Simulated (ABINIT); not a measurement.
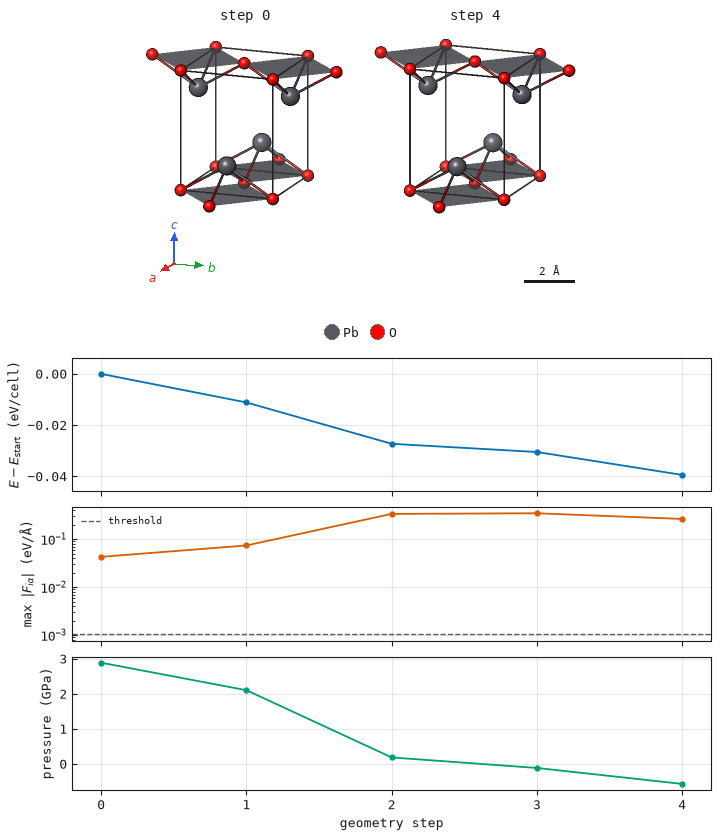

First and last geometry of a relaxation of solid PbO (set up in P4/nmm), with the history of the run. A polyhedral model of the cell of the calculation, seen slightly off an axis.

The run lets cell and atoms move.

Theory: ABINIT 10.8.3, Kohn-Sham DFT of a periodic cell, PBE, spin-orbit coupling, JTH PAW PBE v2.0.

Input file:
```
# Pseudopotentials
pp_dirpath "./"
pseudos "Pb.GGA_PBE-JTH.xml, O.GGA_PBE-JTH.xml"

# Structure
acell 3*1.0
rprim
     7.5400072373     0.0000000000     0.0000000000
     0.0000000000     7.5400072373     0.0000000000
     0.0000000000     0.0000000000     9.4675278844
ntypat 2
znucl 82 8
natom 4
typat 1 1 2 2
chkprim 0
chksymtnons 0
tolsym 1.0e-6
xred
            1/2            0.0   0.7600000000
            0.0            1/2   0.2400000000
            1/2            1/2            0.0
            0.0            0.0            0.0

# Plane-wave basis
ecut 23.0
pawecutdg 45.0
pawxcdev 0
ecutsm 0.5

# k points
kptopt 4
ngkpt 5 5 4
nshiftk 1
shiftk 0.0 0.0 0.0

# Exchange and correlation
ixc 11

# Bands and occupations
nband 48
occopt 3
tsmear 0.00183747

# Spin
nspinor 2
nspden 1
pawspnorb 1

# SCF cycle
nstep 80
tolvrs 1.0e-10

# Output
iomode 3
prteig 0
prtebands 0
prtwf 0
prtden 0

# Relaxation
ionmov 2
optcell 2
ntime 50
tolmxf 2.0e-5
dilatmx 1.08
```

Launched with:
```bash
abinit run.abi > log 2>&1
```

Did the run converge, and what did it change?

Answer. The run was cut off at its time limit before the relaxation converged, so the last structure is only a point on the way. The largest moves relative to the cell, 0.028 Å, are those of Pb atoms. O stays in place. Cell: a = b 3.990 → 4.078 Å (+2.2 %), c 5.010 → 5.096 Å (+1.7 %). Volume +6.3 %. Near-neighbour distances that change, for instance: O–Pb 2.329 → 2.364 Å. The space group stays P4/nmm (No. 129). After 4 geometry steps the energy has fallen by 39.4 meV per cell of the calculation. The largest force component goes from 0.043 to 0.26 eV/Å. The pressure goes from 2.89 to −0.57 GPa.

```csv
step,"E − E(0), meV/atom","largest force component, eV/Å","pressure, GPa","volume, Å³/atom"
0,0.00,0.0428,2.89,19.940
1,-2.79,0.0739,2.10,20.117
2,-6.82,0.3369,0.19,20.644
3,-7.62,0.3473,-0.11,20.786
4,-9.86,0.2645,-0.57,21.192
```

Limits of the set-up: layers or molecules are held without a dispersion correction, so their spacing is unreliable.
